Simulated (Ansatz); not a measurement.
The structure in question:

```cif
data_structure
_symmetry_space_group_name_H-M 'P 1'
_symmetry_Int_Tables_number 1
_cell_length_a 4.4653
_cell_length_b 4.4653
_cell_length_c 4.3537
_cell_angle_alpha 90.000
_cell_angle_beta 90.000
_cell_angle_gamma 90.000
_cell_volume 86.81
loop_
_atom_site_label
_atom_site_type_symbol
_atom_site_fract_x
_atom_site_fract_y
_atom_site_fract_z
_atom_site_occupancy
Al1 Al 0.00000 0.00000 0.00000 1
Ga1 Ga 0.50000 0.50000 0.00000 1
Ga2 Ga 0.50000 0.00000 0.50000 1
Ga3 Ga 0.00000 0.50000 0.50000 1
N1 N 0.75535 0.75535 0.24465 1
N2 N 0.75535 0.24465 0.75535 1
N3 N 0.24465 0.75535 0.75535 1
N4 N 0.24465 0.24465 0.24465 1
```

**Summarise the structure in words.**

Formula: AlGa$_{3}$N$_{4}$. Space group: P-42m (No. 111). Lattice: primitive tetragonal. In the cell are 1 Al, 3 Ga, 4 N, which makes 1 formula unit. Around each Al lie four N in a tetrahedral arrangement at 1.88 Å. Each Ga atom is coordinated by four N in a tetrahedral arrangement at 1.93 Å. Each N is bonded to three Ga and one Al in a tetrahedral arrangement (1.93 Å to Ga, 1.88 Å to Al). The bonds build a three-dimensional framework.

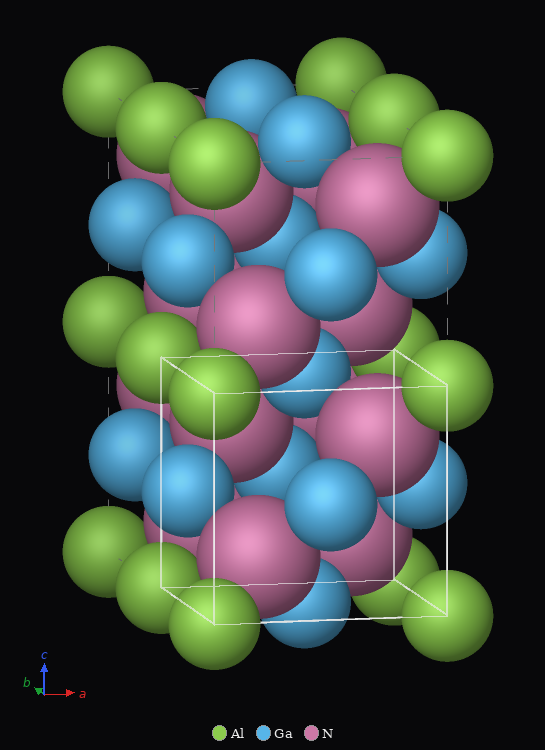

Drawn in the space-filling manner and seen slightly off an axis. A block of 1×2×2 cells is shown, with one conventional unit cell in solid outline.

It goes back to a structure listed in the Materials Project. The cell was then strained or its atoms displaced on purpose. Ansatz was used for an electronic-structure calculation on it.

At this level of theory the run's own cell isn't at rest (compressed, at 5 GPa), so its distances can differ from those at equilibrium, the more so the softer the solid.
